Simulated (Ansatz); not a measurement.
# Geometry relaxation, with input and output: TiSi$_{6}$ (part 3 of 3)

The same run, continued: TiSi$_{6}$ (slab, 7 atoms in the cell); DFT PBEsol, scalar-relativistic, plane waves, PAW, spin-polarised (Ansatz 0.2.0); cutoff 420 eV, 8×8×1 k-mesh, Gaussian smearing of 0.05 eV, collinear spins. The structure derives from an entry of the Crystallography Open Database. The input holds or restrains some coordinates. Forces given for the steps count only the free coordinates. It belongs to a series of runs on one base structure; here: Ti put at a top Si site.

Geometry of the input (Å; fractional positions):
```
3.8417  0.0000  0.0000
0.0000  3.8417  0.0000
0.0000  0.0000  25.7913
Si 0.0000  0.5000  0.3296
Si 0.0000  0.0000  0.3822
Si 0.5000  0.0000  0.4349
Si 0.5000  0.5000  0.4873
Si 0.0000  0.5000  0.5400
Si 0.0000  0.0000  0.5916
Ti 0.0000  0.0000  0.6971
```

```
WARN: The output density's exchange-correlation potential varies sharply where the density is thin. Do not read a vacuum level from v_tot or v_xc, or from such a field of the output density. On a cell that repeats whose density bears no net charge and no dipole along the vacuum's axis use v_es (v_loc + v_h of the components); under efield.dipole_correction with no amplitude use v_es + v_field, which holds any external_charges[].barrier, or the levels of the report's work_function block, which leave it out; under a non-zero efield.amplitude the vacuum is tilted and has no level; on a cell that repeats and bears such a dipole with no correction it is tilted too, and efield.dipole_correction with no amplitude gives each side of its ramp a level where efield: is served; in a cell that repeats whose density bears a net charge (total_charge, or a fill off its count) it is curved and has none; of a slab under crystal.periodic whose density bears no net charge use v_es, which has a level on each side, short of where the two are joined; of another it falls or rises all the way out and has none; of a slab beside external_charges read slab_vacuum_level instead, which it has where they leave it neutral. The grid or the basis barely resolves most such structure, and the values can differ between equally converged runs; as a rule a tighter scf.convergence.dr2_threshold does not remove it. Where the density itself ripples (under the LDA too) a higher basis.ecutwfc lessens it. The files hold the spikes' plane waves up to the density's cutoff. Files: v_tot_of_output_density and the like, and their columns of v_z.tsv (output.write_potential); v_xc_of_output_density and the like, and their columns of v_comp_z.tsv (output.write_potential_components). Measured: with its Gaussian average of σ = 0.25 Å subtracted twice, the exchange-correlation potential is over 0.1 eV at 191 of the grid points where the equally averaged density (valence and model cores) is under 1e-3 e/Å³, and 0.238 eV at the most among them, at an averaged density of 7.6e-9 e/Å³. The input density's (outcome.potential() and, of a run that writes arrays, v_tot and v_xc) is over 0.1 eV, so measured, at 1 points of its own thin density, 0.127 eV at the most. See output.write_potential in the manual, Limitations
SCF converged after 9 iterations
Magnetization: 2.4338 μB (19.2169 up, 16.7831 down)
Absolute magnetization: 2.6736 μB (∫|ρ↑−ρ↓|, with the PAW one-centre terms)
Spin contamination: 0.1060 ħ² per cell (⟨S²⟩ above its minimum at these occupations)
Per-site moments (μB) at R_I (Å): [(0.027990557180147455, 0.9704316149890918), (0.008076954824032388, 0.9704316149890918), (0.00183771596632877, 0.9684600222692219), (-0.00010594352354110936, 0.9684600222692219), (0.00100209383014126, 0.9655628461610133), (-0.03089349068522315, 0.9655628461610133), (1.4223843912629355, 1.0057469846749412)]
Free energy (F): -6196.574473 eV
Harris-Foulkes:  -6196.574473 eV  (|F-HF|=7.19e-8)
Internal energy: -6196.565155 eV  (E = F + TS)
E sigma→0 (E₀):  -6196.569814 eV
Entropy (-TS):   -0.009318 eV (-1.331 meV/atom)
Fermi energy:    -0.247778 eV
Dipole field:    D = 0.077705 V/Å  (p = 0.163460 e·Å, saw-weighted, corrected)
Work function:   Φ+ = 3.4637 eV   Φ− = 5.4678 eV
Levels:          The Fermi level and band energies are counted from a zero that moves with the ramp; work functions are not
--- Per-component energies (eV) ---
  E_band       = -435.419373
  E_kinetic    = 501.532885
  E_local      = -11907.303312  (includes V_loc(G=0)·N_el)
  E_nonlocal   = 170.802663
  E_hartree    = 5689.504311
  E_xc         = -416.252566
  E_vxc        = -391.007099  (∫ρ·V_xc dr)
  E_paw        = -4016.836439  (= ΣΔE_a)
  E_vpaw       = -186.811667  (= ΣTr[D̂ρ^β])
  E_aug_tail   = 0.000150  (compensation charges beyond the density's cutoff)
  E_efield     = 0.006351  (sawtooth field / dipole correction)
  E_vefield    = -1.651979  (∫n·V_field dr)
  E_ewald      = 3781.652054
  E_core_change = 0.328748  (= ΣΔE_core)
  E_smearing   = -0.009318  (= −TS)
  E_closure    = -0.000000  (closes the sum)
  Σ components = -6196.574473   (vs F -6196.574473, Δ=0.00e0)
--- Forces (eV/Å), atoms counted from 1 ---
  atom   1  Si     0.00000000     0.00000000     0.10399628
  atom   2  Si     0.00000000     0.00000000    -0.05582204
  atom   3  Si     0.00000000     0.00000000    -0.04853063
  atom   4  Si     0.00000000     0.00000000     0.00221453
  atom   5  Si     0.00000000     0.00000000     0.00177086
  atom   6  Si     0.00000000     0.00000000     0.01191241
  atom   7  Ti     0.00000000     0.00000000    -0.01560505
  max |Σ_I F_I| component: 6.36e-5 eV/Å
--- Band table (eV; the first three rows and the last of 50) ---
  k-point 0 ↑: bands = ["-57.8688", "-34.3204", "-34.2717", "-34.1658", "-11.6491", "-10.4633", "-8.7106", "-6.5068", "-4.2299", "-2.7360", "-2.6166", "-2.5432", "-1.6966", "-1.5334", "-1.4094", "-0.9328", "-0.6633", "-0.2850", "-0.1000", "0.1224", "0.1777", "0.5095", "0.9025", "0.9311", "1.5187", "1.9733"]
  k-point 1 ↑: bands = ["-57.8687", "-34.3230", "-34.2715", "-34.1656", "-11.5158", "-10.3406", "-8.5703", "-6.5814", "-4.3778", "-3.4103", "-2.7787", "-2.4419", "-2.1255", "-1.9297", "-1.3436", "-1.0271", "-0.8739", "-0.3915", "-0.0883", "0.0849", "0.3126", "0.4505", "1.1521", "1.6336", "1.8388", "2.4948"]
  k-point 2 ↑: bands = ["-57.8683", "-34.3292", "-34.2710", "-34.1650", "-11.1246", "-10.0009", "-8.1625", "-6.9860", "-5.2044", "-4.1185", "-3.4715", "-2.8391", "-2.1530", "-1.8120", "-1.3074", "-1.1918", "-0.7341", "-0.6004", "-0.2098", "-0.0661", "0.3172", "0.5438", "1.5242", "1.9570", "2.3439", "2.3525"]
  k-point 24 ↓: bands = ["-56.3626", "-32.7621", "-32.7410", "-32.7401", "-7.8475", "-7.8452", "-7.8190", "-7.6248", "-7.1396", "-6.6845", "-3.5261", "-3.5039", "-3.4455", "-3.2317", "-2.0535", "-1.4069", "-0.8071", "-0.7816", "0.3948", "0.8559", "1.1386", "1.5415", "2.2174", "2.2180", "2.2344", "2.3883"]
--- Relaxed structure (5 steps of the walk, 5 accepted, 0 SCFs on fresh bases) ---
  F+E_penalty+E_count = -6196.57447321 eV   max|allowed force component| = 1.561e-2 eV/Å
  atoms:
    - { symbol: Si, position: [0.0, 0.5, 0.3295690084] }
    - { symbol: Si, position: [0.0, 0.0, 0.3822322752] }
    - { symbol: Si, position: [0.5, 0.0, 0.4348955421] }
    - { symbol: Si, position: [0.5, 0.5, 0.48723717029364577] }
    - { symbol: Si, position: [0.0, 0.5, 0.5405307724222511] }
    - { symbol: Si, position: [0.0, 0.0, 0.592397348165419] }
    - { symbol: Ti, position: [0.0, 0.0, 0.6869322605104602] }
--- Löwdin populations: 7 sites ---
  site symbol       q [e]    m [muB]
     0     Si      3.9604     0.0954
     1     Si      3.9775     0.0060
     2     Si      3.9382     0.0037
     3     Si      3.9396     0.0016
     4     Si      3.9496     0.0132
     5     Si      4.2003    -0.1222
     6     Ti     11.6183     2.3169
  spilling = 0.011557 (of n_electrons = 36.000000)
```

File populations.tsv:
```
# site	symbol	l	j	q_up	q_dn
# orbitals = lowdin
# n_electrons = 36.000000
# spilling = 0.011557
0	Si	0_3S	-	0.787192	0.779234
0	Si	1_3P	-	1.240697	1.153287
1	Si	0_3S	-	0.597318	0.597117
1	Si	1_3P	-	1.394430	1.388656
2	Si	0_3S	-	0.604018	0.603864
2	Si	1_3P	-	1.366925	1.363360
3	Si	0_3S	-	0.605478	0.609801
3	Si	1_3P	-	1.365132	1.359235
4	Si	0_3S	-	0.603951	0.594284
4	Si	1_3P	-	1.377446	1.373939
5	Si	0_3S	-	0.685054	0.703303
5	Si	1_3P	-	1.353981	1.457941
6	Ti	0_3S	-	0.985866	0.986518
6	Ti	0_4S	-	0.575709	0.367777
6	Ti	1_3P	-	2.994868	2.994605
6	Ti	2_3D	-	2.411139	0.301822
```

Trajectory as extended XYZ (Å, eV, eV/Å), 5 frames, from step=1 to step=5:
```
7
Lattice="3.8417 0.0000 0.0000 0.0000 3.8417 0.0000 0.0000 0.0000 25.7913" Properties=species:S:1:pos:R:3:forces:R:3 step=1 energy=-6196.37497
Si    0.0000    1.9209    8.5000    0.0000   0.0000   0.0580
Si    0.0000    0.0000    9.8583    0.0000   0.0000  -0.0063
Si    1.9209    0.0000   11.2165    0.0000   0.0000  -0.0686
Si    1.9209    1.9209   12.5668    0.0000   0.0000  -0.1060
Si    0.0000    1.9209   13.9273    0.0000   0.0000   0.1143
Si    0.0000    0.0000   15.2590    0.0000   0.0000   1.1709
Ti    0.0000    0.0000   17.9790    0.0000   0.0000  -1.1634
7
Lattice="3.8417 0.0000 0.0000 0.0000 3.8417 0.0000 0.0000 0.0000 25.7913" Properties=species:S:1:pos:R:3:forces:R:3 step=2 energy=-6196.53446
Si    0.0000    1.9209    8.5000    0.0000   0.0000   0.0897
Si    0.0000    0.0000    9.8583    0.0000   0.0000  -0.0376
Si    1.9209    0.0000   11.2165    0.0000   0.0000  -0.0279
Si    1.9209    1.9209   12.5698    0.0000   0.0000  -0.0286
Si    0.0000    1.9209   13.9457    0.0000   0.0000  -0.0017
Si    0.0000    0.0000   15.2797    0.0000   0.0000   0.6512
Ti    0.0000    0.0000   17.8304    0.0000   0.0000  -0.6440
7
Lattice="3.8417 0.0000 0.0000 0.0000 3.8417 0.0000 0.0000 0.0000 25.7913" Properties=species:S:1:pos:R:3:forces:R:3 step=3 energy=-6196.54317
Si    0.0000    1.9209    8.5000    0.0000   0.0000   0.1048
Si    0.0000    0.0000    9.8583    0.0000   0.0000  -0.0577
Si    1.9209    0.0000   11.2165    0.0000   0.0000  -0.0257
Si    1.9209    1.9209   12.5680    0.0000   0.0000   0.0456
Si    0.0000    1.9209   13.9487    0.0000   0.0000  -0.0637
Si    0.0000    0.0000   15.2888    0.0000   0.0000  -0.7495
Ti    0.0000    0.0000   17.6363    0.0000   0.0000   0.7465
7
Lattice="3.8417 0.0000 0.0000 0.0000 3.8417 0.0000 0.0000 0.0000 25.7913" Properties=species:S:1:pos:R:3:forces:R:3 step=4 energy=-6196.57441
Si    0.0000    1.9209    8.5000    0.0000   0.0000   0.1033
Si    0.0000    0.0000    9.8583    0.0000   0.0000  -0.0553
Si    1.9209    0.0000   11.2165    0.0000   0.0000  -0.0487
Si    1.9209    1.9209   12.5665    0.0000   0.0000   0.0026
Si    0.0000    1.9209   13.9410    0.0000   0.0000   0.0016
Si    0.0000    0.0000   15.2787    0.0000   0.0000   0.0118
Ti    0.0000    0.0000   17.7168    0.0000   0.0000  -0.0162
7
Lattice="3.8417 0.0000 0.0000 0.0000 3.8417 0.0000 0.0000 0.0000 25.7913" Properties=species:S:1:pos:R:3:forces:R:3 step=5 energy=-6196.57447
Si    0.0000    1.9209    8.5000    0.0000   0.0000   0.1040
Si    0.0000    0.0000    9.8583    0.0000   0.0000  -0.0558
Si    1.9209    0.0000   11.2165    0.0000   0.0000  -0.0485
Si    1.9209    1.9209   12.5665    0.0000   0.0000   0.0022
Si    0.0000    1.9209   13.9410    0.0000   0.0000   0.0018
Si    0.0000    0.0000   15.2787    0.0000   0.0000   0.0119
Ti    0.0000    0.0000   17.7168    0.0000   0.0000  -0.0156
```

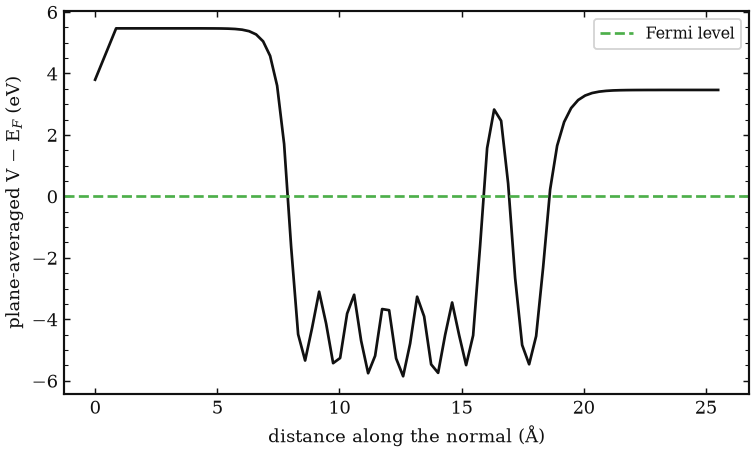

Figure 1. Plane average of the electrostatic potential energy of an electron across the cell, from the Fermi level. The vacuum level lies 3.46 eV above the Fermi level on the upper side and 5.47 eV on the lower.

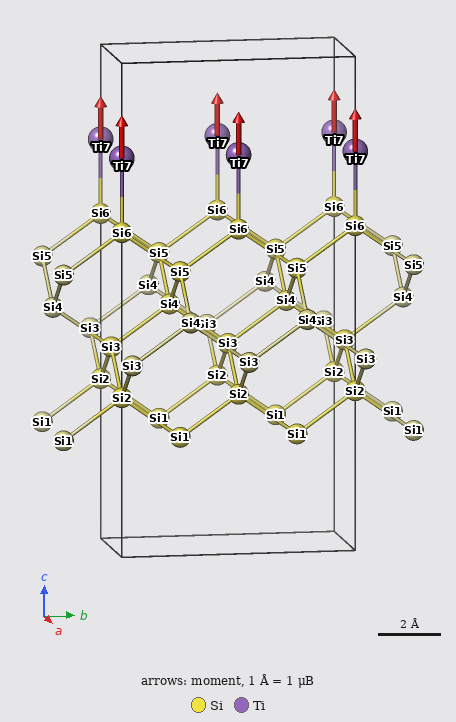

Figure 2. Magnetic moments of the sites as red arrows (ball-and-stick view of the 1 × 2 repeat of the cell, with the vacuum cut short, seen slightly off an axis; neighbours outside the cell are drawn fainter; atoms are numbered from 1 in the order of the input); small moments hardly show. The run is collinear, so the axis drawn is arbitrary. Site moments: Ti7 (1.42 μB). They are counted near the atoms and needn't add up to the moment of the cell.

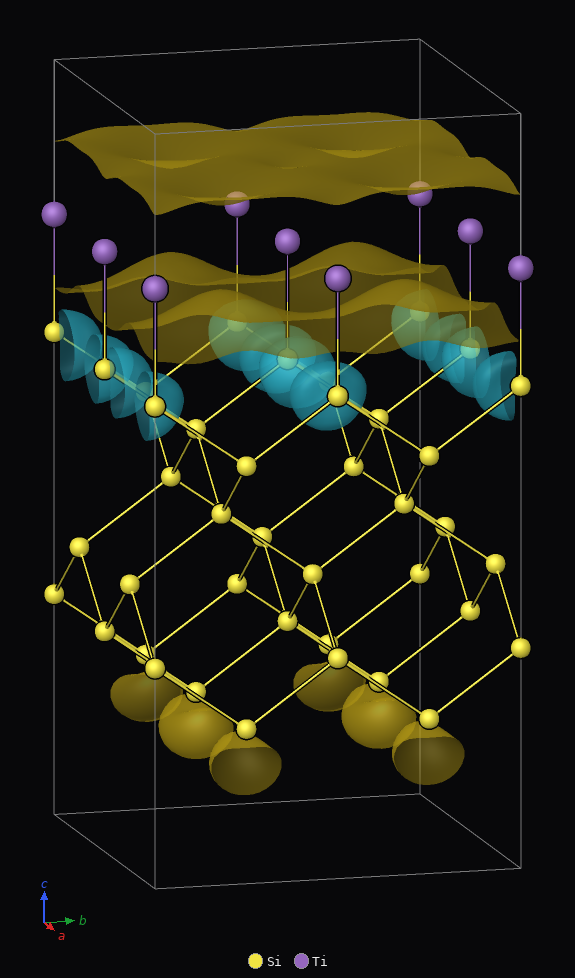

Figure 3. Isosurfaces of the magnetisation density (up minus down) at +0.008 (yellow) and −0.008 e/Å³ (cyan), seen slightly off an axis. Sticks mark near contacts. The spin density sits on Ti: +1.4 μB in one cell of 7 atoms: a single local moment. The cell of the calculation (7 atoms) carries 2.4 μB net. Core electrons are frozen (PAW), so the fields are smoothed inside the atomic spheres.

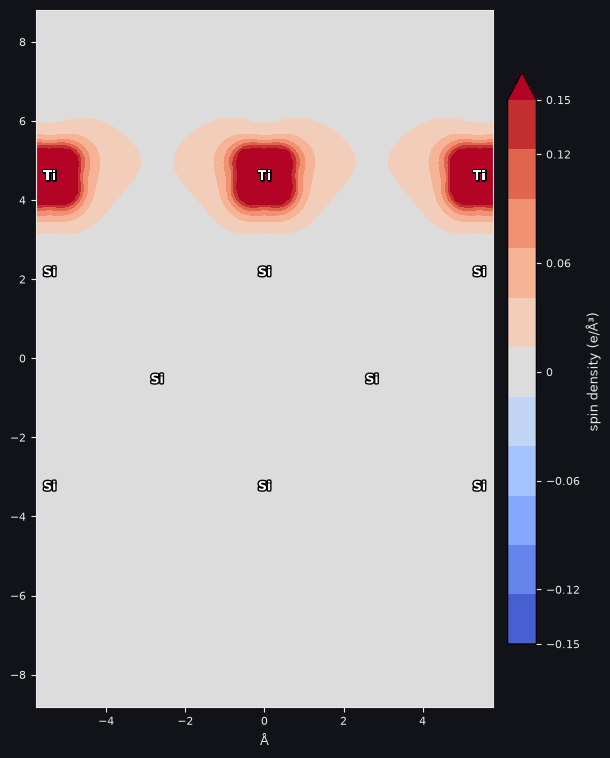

Figure 4. Spin density (up minus down) on the (11̄0) plane of the calculation cell, a cut from vacuum to vacuum. Atoms in the plane: Si and Ti. The spin density sits on Ti: +1.4 μB in one cell of 7 atoms: a single local moment. The cell of the calculation (7 atoms) carries 2.4 μB net.

Results in brief:

- outcome: converged under the restraints of the input
- electrons treated: 36
- free energy: −6196.5745 eV
- work function, top face: 3.46 eV
- work function, bottom face: 5.47 eV
- Fermi energy: −0.248 eV
- gap on the k-point mesh: none (metallic)
- net moment of the cell: 2.43 μB
- integrated absolute moment: 2.67 μB
- final volume: 380.65 Å³
- work function (upper face): 3.46 eV
- largest force (length of the vector) at the end, held atoms and coordinates included: 0.104 eV/Å
- wall time: 79 s (CPU time 2.6 min)
- peak memory: 0.89 GiB

Remarks:

Warnings of the run: the exchange-correlation potential is rough where the density is thin.
